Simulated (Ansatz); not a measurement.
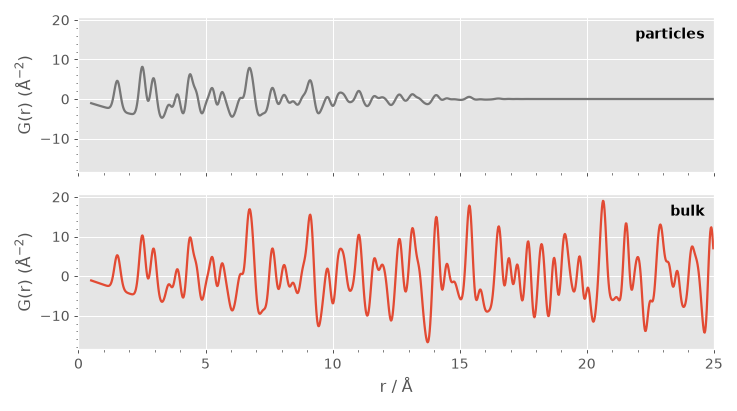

Computed X-ray G(r), with each pair weighted by the product of the atomic numbers (X-ray weights at Q = 0) and a uniform peak width σ = 0.12 Å, for spherical particles of C with the bulk structure: the bulk G(r) is multiplied by the envelope of a sphere of diameter D, 1 − 3r/2D + r³/2D³, with no surface relaxation. The number density is 0.176 atoms per Å³. It is based on the input geometry of an electronic-structure calculation (not necessarily at equilibrium); the starting structure was generated, so it need not be a known form of this composition.

How large are the particles?

About 18 Å (1.8 nm): the signal is half of the bulk amplitude at r ≈ 6.2 Å and vanishes at r = D, fading from view somewhat earlier.

Roughly how many atoms does one particle hold?

About 540 (number density 0.176 Å⁻³ times πD³/6).
